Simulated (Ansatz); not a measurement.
## What a change does: single-point calculation on Hf3Si2

System: Hf3Si2 (10 atoms in the cell).
Method of run 1: DFT r2SCAN, scalar-relativistic, plane waves, PAW, no spin polarisation (Ansatz 0.2.0).

The structure derives from a Materials Project entry. Text and figures count atoms from 1; the logs count them from 0 in places.

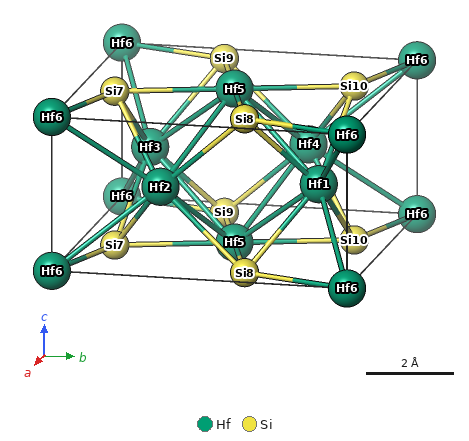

Fig. 1: The structure as given in the input (ball-and-stick view of the cell of the calculation, seen slightly off an axis; atoms are numbered from 1 in the order of the input). An atom can appear more than once, as a periodic image.

## The input, run 1
```yaml
crystal:
  lattice:
    - [6.98985191, 0.0, 0.0]
    - [0.0, 6.98985191, 0.0]
    - [0.0, 0.0, 3.66328402]
  atoms:
    - { symbol: Hf, position: [0.67322933, 0.82677067, 0.5] }
    - { symbol: Hf, position: [0.82677067, 0.32677067, 0.5] }
    - { symbol: Hf, position: [0.32677067, 0.17322933, 0.5] }
    - { symbol: Hf, position: [0.17322933, 0.67322933, 0.5] }
    - { symbol: Hf, position: [0.5, 0.5, 0.0] }
    - { symbol: Hf, position: [0.0, 0.0, 0.0] }
    - { symbol: Si, position: [0.62360275, 0.12360275, 0.0] }
    - { symbol: Si, position: [0.87639725, 0.62360275, 0.0] }
    - { symbol: Si, position: [0.12360275, 0.37639725, 0.0] }
    - { symbol: Si, position: [0.37639725, 0.87639725, 0.0] }
basis:
  ecutwfc: 500
kpoints:
  mp_grid: { grid: [4, 4, 6] }
hamiltonian:
  xc: r2scan
scf:
  occupations: { method: gaussian, width: 0.1 }
output:
  forces: true
  stress: true
  eigenvalues: true
```

Command:
```bash
ansatz run input.yaml --threads 2 --pin off --max-ram 5120MiB --backend cpu --events-out ev --progress --plain --runs-dir out
```

Hardware: 2 threads of Arm Neoverse V1, 24 GiB of memory available, shared host.

## Output, shortened to warnings, some set-up lines, iterations and results (run 1)
```
Basis set: ecut = 500 eV, 4545 PW (Γ), exchange–correlation on 216×216×108 points (64 copies of the dense FFT grid, shifted against one another)
Symmetry: 16 space group operations
k-points: 24 of 96
Initial density: superposition of atomic densities (neutral atoms: chi_scale 0, normalization atom), corrected by the library's trained network
[...]
SCF iter   1: F=—  HF=-96962.953616 eV  |F-HF|=—  |Δ(HF+E_count)|=         —  Δρ=8.18e-3  dr2=1.07e-1  dr2_τ=1.74e-1  ethr=1.77e-3  ⟨swp⟩=5.1  Hψ=8175  notcnv=0  defer=20
SCF iter   2: F=—  HF=-96963.040754 eV  |F-HF|=—  |Δ(HF+E_count)|=   8.71e-2  Δρ=3.69e-3  dr2=2.87e-2  dr2_τ=5.48e-3  ethr=6.19e-5  ⟨swp⟩=2.0  Hψ=5111  notcnv=0  defer=265
SCF iter   3: F=—  HF=-96963.035392 eV  |F-HF|=—  |Δ(HF+E_count)|=   5.36e-3  Δρ=2.96e-3  dr2=1.62e-2  dr2_τ=6.01e-4  ethr=1.67e-5  ⟨swp⟩=2.0  Hψ=3240  notcnv=0  defer=265
SCF iter   4: F=—  HF=-96963.036955 eV  |F-HF|=—  |Δ(HF+E_count)|=   1.56e-3  Δρ=4.25e-4  dr2=3.69e-4  dr2_τ=7.44e-5  ethr=9.45e-6  ⟨swp⟩=2.0  Hψ=2716  notcnv=0  defer=265
SCF iter   5: F=—  HF=-96963.036986 eV  |F-HF|=—  |Δ(HF+E_count)|=   3.13e-5  Δρ=1.51e-4  dr2=6.10e-5  dr2_τ=5.37e-6  ethr=2.14e-7  ⟨swp⟩=2.0  Hψ=4131  notcnv=0  defer=265
SCF iter   6: F=—  HF=-96963.037288 eV  |F-HF|=—  |Δ(HF+E_count)|=   3.02e-4  Δρ=7.79e-5  dr2=1.35e-5  dr2_τ=1.53e-6  ethr=3.55e-8  ⟨swp⟩=2.0  Hψ=4209  notcnv=0  defer=265
SCF iter   7: F=—  HF=-96963.037268 eV  |F-HF|=—  |Δ(HF+E_count)|=   2.00e-5  Δρ=4.28e-5  dr2=2.51e-6  dr2_τ=2.28e-7  ethr=7.87e-9  ⟨swp⟩=2.0  Hψ=4307  notcnv=0  defer=265
SCF iter   8: F=—  HF=-96963.037269 eV  |F-HF|=—  |Δ(HF+E_count)|=   1.19e-6  Δρ=9.78e-6  dr2=2.16e-7  dr2_τ=1.26e-8  ethr=1.46e-9  ⟨swp⟩=2.0  Hψ=4301  notcnv=0  defer=265
SCF iter   9: F=-96963.037269 eV  HF=-96963.037269 eV  |F-HF|=8.38e-9  |Δ(HF+E_count)|=   1.10e-7  Δρ=3.69e-6  dr2=2.73e-8  dr2_τ=2.06e-9  ethr=5.81e-11  ⟨swp⟩=9.0  Hψ=11304  …
SCF 1 converged in 9 iterations: F = -96963.037269 eV  dr2 = 2.73e-8
SCF converged after 9 iterations
Free energy (F): -96963.037269 eV
Harris-Foulkes:  -96963.037269 eV  (|F-HF|=8.38e-9)
Internal energy: -96962.984631 eV  (E = F + TS)
E sigma→0 (E₀):  -96963.010950 eV
Entropy (-TS):   -0.052638 eV (-5.264 meV/atom)
Fermi energy:    17.920391 eV
--- Per-component energies (eV) ---
  E_band       = 72.132243
  E_kinetic    = 2716.370722
  E_local      = -33691.893998  (includes V_loc(G=0)·N_el)
  E_nonlocal   = -7393.631881
  E_hartree    = 15896.308585
  E_xc         = -1912.629984
  E_vxc        = -1968.565562  (∫ρ·V_xc dr)
  E_paw        = -43788.580765  (= ΣΔE_a)
  E_vpaw       = 8522.569956  (= ΣTr[D̂ρ^β])
  E_aug_tail   = 0.000010  (compensation charges beyond the density's cutoff)
  E_vtau       = 94.677299  (kinetic-family band-sum trace: ∫τ·v_τ [+ j·A + Jᵃ·Aᵃ] dr)
  E_ewald      = -28790.550719
  E_core_change = 1.623399  (= ΣΔE_core)
  E_smearing   = -0.052638  (= −TS)
  E_closure    = -0.000000  (closes the sum)
  Σ components = -96963.037269   (vs F -96963.037269, Δ=0.00e0)
--- Forces (eV/Å), atoms counted from 1 ---
  atom   1  Hf    -0.00511933     0.00511933     0.00000000
  atom   2  Hf     0.00511933     0.00511933     0.00000000
  atom   3  Hf     0.00511933    -0.00511933    -0.00000000
  atom   4  Hf    -0.00511933    -0.00511933    -0.00000000
  atom   5  Hf     0.00000000    -0.00000000    -0.00000000
  atom   6  Hf    -0.00000000    -0.00000000     0.00000000
  atom   7  Si    -0.00303990    -0.00303990     0.00000000
  atom   8  Si     0.00303990    -0.00303990    -0.00000000
  atom   9  Si    -0.00303990     0.00303990     0.00000000
  atom  10  Si     0.00303990     0.00303990    -0.00000000
  max |Σ_I F_I| component: 1.99e-17 eV/Å
--- Stress (GPa, compression-positive) ---
        0.324897       0.000000       0.000000
        0.000000       0.324897       0.000000
        0.000000       0.000000       0.509466
  P = ⅓ Tr σ = 0.3864 GPa (3.864 kbar)
```

For run 2 the input was changed thus:
```diff
-    - [6.98985191, 0.0, 0.0]
-    - [0.0, 6.98985191, 0.0]
-    - [0.0, 0.0, 3.66328402]
+    - [6.9987031047, 0.0, 0.0]
+    - [0.0, 6.9987031047, 0.0]
+    - [0.0, 0.0, 3.6624422139]
-    - { symbol: Hf, position: [0.67322933, 0.82677067, 0.5] }
-    - { symbol: Hf, position: [0.82677067, 0.32677067, 0.5] }
-    - { symbol: Hf, position: [0.32677067, 0.17322933, 0.5] }
-    - { symbol: Hf, position: [0.17322933, 0.67322933, 0.5] }
+    - { symbol: Hf, position: [0.6731363473, 0.8268636527, 0.5] }
+    - { symbol: Hf, position: [0.8268636527, 0.3268636527, 0.5] }
+    - { symbol: Hf, position: [0.3268636527, 0.1731363473, 0.5] }
+    - { symbol: Hf, position: [0.1731363473, 0.6731363473, 0.5] }
-    - { symbol: Si, position: [0.62360275, 0.12360275, 0.0] }
-    - { symbol: Si, position: [0.87639725, 0.62360275, 0.0] }
-    - { symbol: Si, position: [0.12360275, 0.37639725, 0.0] }
-    - { symbol: Si, position: [0.37639725, 0.87639725, 0.0] }
+    - { symbol: Si, position: [0.6237144841, 0.1237144841, 0.0] }
+    - { symbol: Si, position: [0.8762855159, 0.6237144841, 0.0] }
+    - { symbol: Si, position: [0.1237144841, 0.3762855159, 0.0] }
+    - { symbol: Si, position: [0.3762855159, 0.8762855159, 0.0] }
-  mp_grid: { grid: [4, 4, 6] }
+  mp_grid: { grid: [6, 6, 10] }
```

Predict how the results change.

With the same functional and potentials, run 2 lies 4.4 meV per atom lower (other lines of the input change too). The pressure goes from 0.39 to 0.00 GPa. The volume per atom goes from 17.90 to 17.94 Å³. The number of SCF iterations is the same. The irreducible k-points go from 24 to 60. The plane waves at Γ go from 4545 to 4561. On the same kind of shared host run 2 took about 2.5 times as long.

## Output, shortened to warnings, some set-up lines, iterations and results (run 2)
```
Basis set: ecut = 500 eV, 4561 PW (Γ), exchange–correlation on 216×216×108 points (64 copies of the dense FFT grid, shifted against one another)
Symmetry: 16 space group operations
k-points: 60 of 360
Initial density: superposition of atomic densities (neutral atoms: chi_scale 0, normalization atom), corrected by the library's trained network
[...]
SCF iter   1: F=—  HF=-96962.998081 eV  |F-HF|=—  |Δ(HF+E_count)|=         —  Δρ=8.17e-3  dr2=1.05e-1  dr2_τ=1.74e-1  ethr=1.77e-3  ⟨swp⟩=5.1  Hψ=20449  notcnv=0  defer=44
SCF iter   2: F=—  HF=-96963.084045 eV  |F-HF|=—  |Δ(HF+E_count)|=   8.60e-2  Δρ=3.68e-3  dr2=2.78e-2  dr2_τ=5.44e-3  ethr=6.10e-5  ⟨swp⟩=2.0  Hψ=12762  notcnv=0  defer=678
SCF iter   3: F=—  HF=-96963.078812 eV  |F-HF|=—  |Δ(HF+E_count)|=   5.23e-3  Δρ=2.96e-3  dr2=1.59e-2  dr2_τ=5.97e-4  ethr=1.62e-5  ⟨swp⟩=2.0  Hψ=8083  notcnv=0  defer=678
SCF iter   4: F=—  HF=-96963.080480 eV  |F-HF|=—  |Δ(HF+E_count)|=   1.67e-3  Δρ=4.27e-4  dr2=3.78e-4  dr2_τ=7.20e-5  ethr=9.27e-6  ⟨swp⟩=2.0  Hψ=6767  notcnv=0  defer=678
SCF iter   5: F=—  HF=-96963.080509 eV  |F-HF|=—  |Δ(HF+E_count)|=   2.93e-5  Δρ=1.50e-4  dr2=6.05e-5  dr2_τ=5.74e-6  ethr=2.20e-7  ⟨swp⟩=2.0  Hψ=10336  notcnv=0  defer=678
SCF iter   6: F=—  HF=-96963.080819 eV  |F-HF|=—  |Δ(HF+E_count)|=   3.10e-4  Δρ=8.07e-5  dr2=1.41e-5  dr2_τ=1.55e-6  ethr=3.52e-8  ⟨swp⟩=2.0  Hψ=10498  notcnv=0  defer=678
SCF iter   7: F=—  HF=-96963.080801 eV  |F-HF|=—  |Δ(HF+E_count)|=   1.88e-5  Δρ=4.21e-5  dr2=2.39e-6  dr2_τ=2.28e-7  ethr=8.19e-9  ⟨swp⟩=2.0  Hψ=10742  notcnv=0  defer=678
SCF iter   8: F=—  HF=-96963.080802 eV  |F-HF|=—  |Δ(HF+E_count)|=   1.15e-6  Δρ=9.62e-6  dr2=2.06e-7  dr2_τ=1.18e-8  ethr=1.39e-9  ⟨swp⟩=2.0  Hψ=10729  notcnv=0  defer=678
SCF iter   9: F=-96963.080802 eV  HF=-96963.080802 eV  |F-HF|=7.71e-9  |Δ(HF+E_count)|=   1.04e-7  Δρ=3.61e-6  dr2=2.58e-8  dr2_τ=2.12e-9  ethr=5.81e-11  ⟨swp⟩=9.1  Hψ=28574  …
SCF 1 converged in 9 iterations: F = -96963.080802 eV  dr2 = 2.58e-8
SCF converged after 9 iterations
Free energy (F): -96963.080802 eV
Harris-Foulkes:  -96963.080802 eV  (|F-HF|=7.71e-9)
Internal energy: -96963.047966 eV  (E = F + TS)
E sigma→0 (E₀):  -96963.064384 eV
Entropy (-TS):   -0.032836 eV (-3.284 meV/atom)
Fermi energy:    17.861055 eV
--- Per-component energies (eV) ---
  E_band       = 63.187738
  E_kinetic    = 2715.422222
  E_local      = -33725.971098  (includes V_loc(G=0)·N_el)
  E_nonlocal   = -7393.771842
  E_hartree    = 15909.018378
  E_xc         = -1912.322076
  E_vxc        = -1968.111527  (∫ρ·V_xc dr)
  E_paw        = -43788.391154  (= ΣΔE_a)
  E_vpaw       = 8522.944608  (= ΣTr[D̂ρ^β])
  E_aug_tail   = 0.000010  (compensation charges beyond the density's cutoff)
  E_vtau       = 94.648734  (kinetic-family band-sum trace: ∫τ·v_τ [+ j·A + Jᵃ·Aᵃ] dr)
  E_ewald      = -28768.655804
  E_core_change = 1.623399  (= ΣΔE_core)
  E_smearing   = -0.032836  (= −TS)
  E_closure    = -0.000000  (closes the sum)
  Σ components = -96963.080802   (vs F -96963.080802, Δ=0.00e0)
--- Forces (eV/Å), atoms counted from 1 ---
  atom   1  Hf     0.00085354    -0.00085354     0.00000000
  atom   2  Hf    -0.00085354    -0.00085354     0.00000000
  atom   3  Hf    -0.00085354     0.00085354    -0.00000000
  atom   4  Hf     0.00085354     0.00085354    -0.00000000
  atom   5  Hf     0.00000000    -0.00000000    -0.00000000
  atom   6  Hf     0.00000000    -0.00000000     0.00000000
  atom   7  Si     0.00055684     0.00055684     0.00000000
  atom   8  Si    -0.00055684     0.00055684    -0.00000000
  atom   9  Si     0.00055684    -0.00055684     0.00000000
  atom  10  Si    -0.00055684    -0.00055684    -0.00000000
  max |Σ_I F_I| component: 9.54e-18 eV/Å
--- Stress (GPa, compression-positive) ---
       -0.000250       0.000000       0.000000
        0.000000      -0.000250       0.000000
        0.000000       0.000000      -0.005634
  P = ⅓ Tr σ = -0.0020 GPa (-0.020 kbar)
```

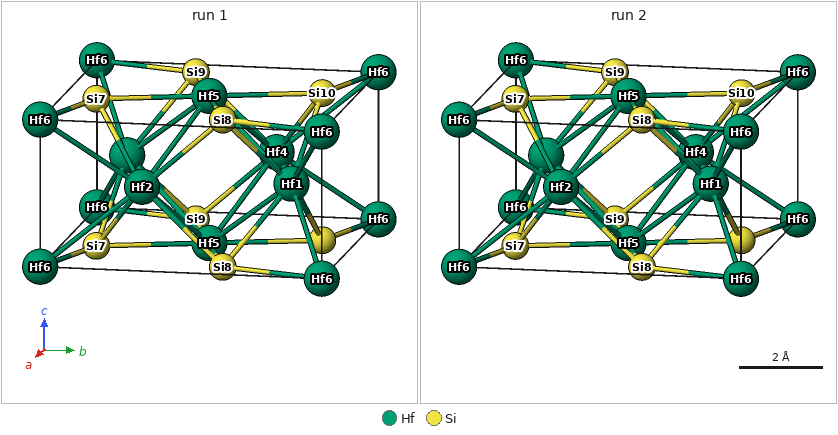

Fig. 2: The two input geometries at one scale (ball-and-stick view of the cell of the calculation, seen slightly off an axis). No atom moves by more than 0.005 Å relative to the cell. The drawn cell changes as follows: a = b 6.990 → 6.999 Å (+0.1 %), c 3.663 → 3.662 Å (0.0 %); the volume changes by +0.2 %. Among the contacts that change: Si–Si 2.444 → 2.449 Å.

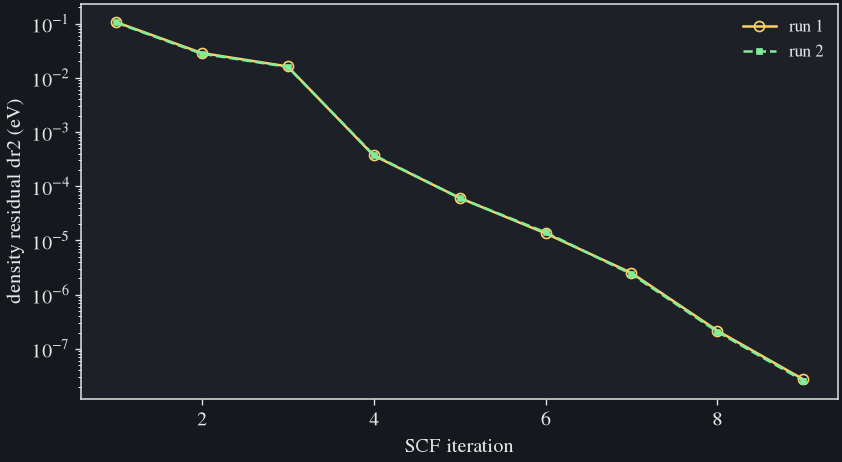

Fig. 3: Convergence of the two runs: density residual dr2 against the SCF iteration. Run 1 takes 9 iterations in all, and run 2 takes 9.

## The two runs side by side

```tsv
quantity	run 1	run 2
outcome	converged	converged
free energy per atom (eV)	−9696.3037	−9696.3081
energy per atom, smearing taken to zero (eV)	−9696.3011	−9696.3064
gap on the mesh (eV)	0.00	0.00
pressure (GPa)	0.39	0.00
volume per atom (Å³)	17.90	17.94
largest force (eV/Å)	0.007	0.001
SCF iterations	9	9
irreducible k-points	24	60
plane waves at Γ	4545	4561
wall time (shared host)	39 s	98 s
```

For both runs: Spin–orbit coupling is left out, which matters for Hf.
